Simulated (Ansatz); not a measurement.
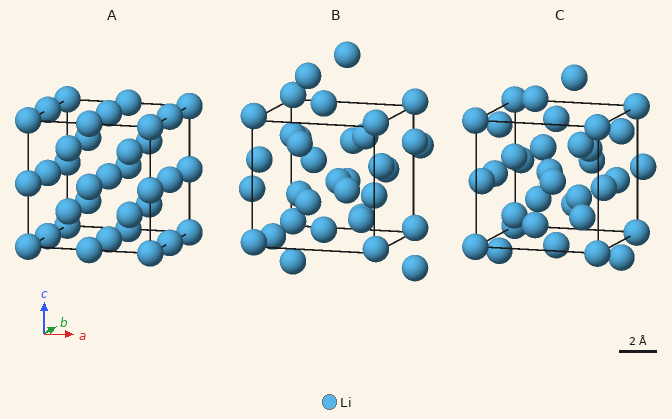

Molecular dynamics of a 16-atom cell of Li, 375 fs long. The cell was cut from the bcc crystal. 3 frames in shuffled order; frame A is the first. Style: spheres-only. Shown: the simulation cell, slightly off an axis. Atoms are followed out of the cell.

Theory: DFT PBE-D3(BJ), scalar-relativistic, plane waves, PAW in Ansatz 0.2.0. Run with plane-wave cutoff 420 eV; k-point mesh 2 × 2 × 2; Fermi-Dirac smearing 0.16 eV; volume 1.05 times that of the relaxed crystal; Langevin thermostat (NVT); set temperature 1800 K; time step 1.5 fs; friction 0.02 per fs.

Question: Put the frames in order of time.

Answer: A, C, B, at 0 fs, 180 fs, 375 fs; the root-mean-square distance from the start grows as 0.00, 0.79, 1.57 Å. In the second half of the run the atoms are, in the root-mean-square, this far from where they began (common drift taken out): Li 1.25 Å. That is a large part of the typical shortest distance between atoms in the first frame, about 3.1 Å and still growing: the atoms leave their places as in a liquid, so the crystal loses its order.

Limits of the set-up: the k-point mesh is coarse for a cell with partly filled bands.

Cost: 13 min on 1 thread of Arm Neoverse V2, on a shared host, peak memory 0.52 GiB.
